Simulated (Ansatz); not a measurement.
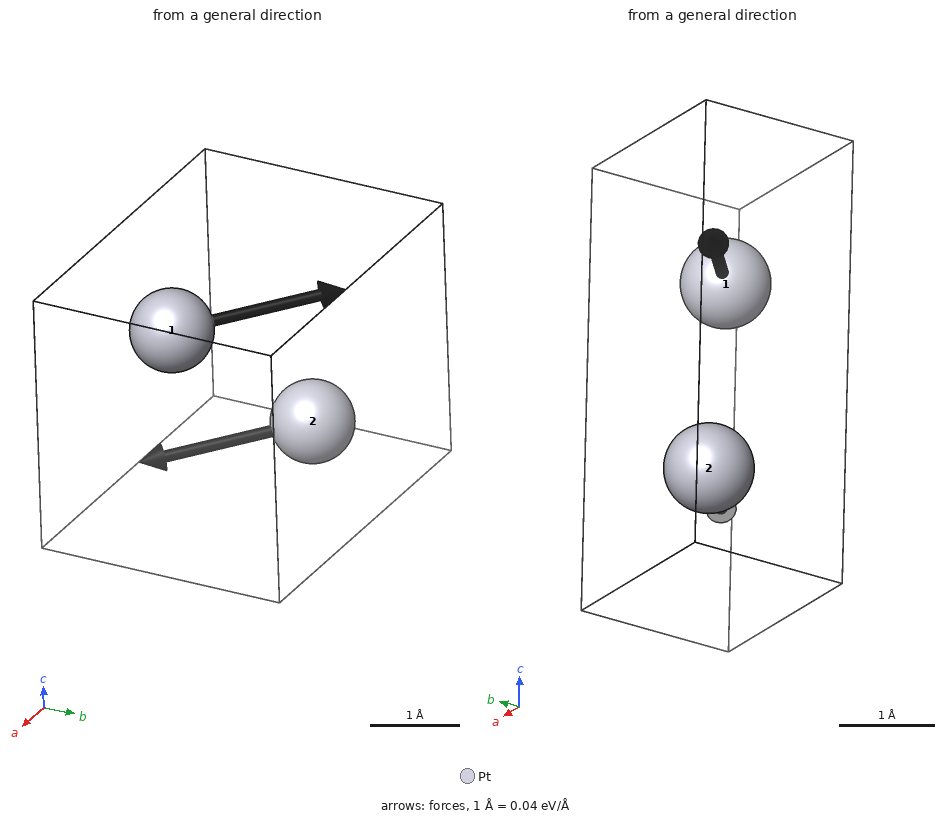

A spheres-only rendering, viewed from two general directions. The edges of the cell (the run's own, in a reduced setting) are marked. The arrows are the computed forces on the atoms.

System: Pt. Results below were computed with Ansatz, DFT PBEsol, scalar-relativistic, plane waves, PAW; the settings were a basis cut at 420 eV, k-points about 0.15 Å⁻¹ apart, Gaussian smearing of 0.15 eV, no spin polarisation.

Question: Do the forces show a relaxed structure?

Answer: No. The atoms still feel forces of up to about 0.063 eV/Å, above a usual threshold of 0.01 to 0.03 eV/Å.

Question: Which atom feels the largest force?

Answer: Pt1 and Pt2, about 0.063 eV/Å.

Source of the structure: a structure listed in the Materials Project. The cell was then strained or its atoms displaced on purpose. It was the input of a calculation with Ansatz.
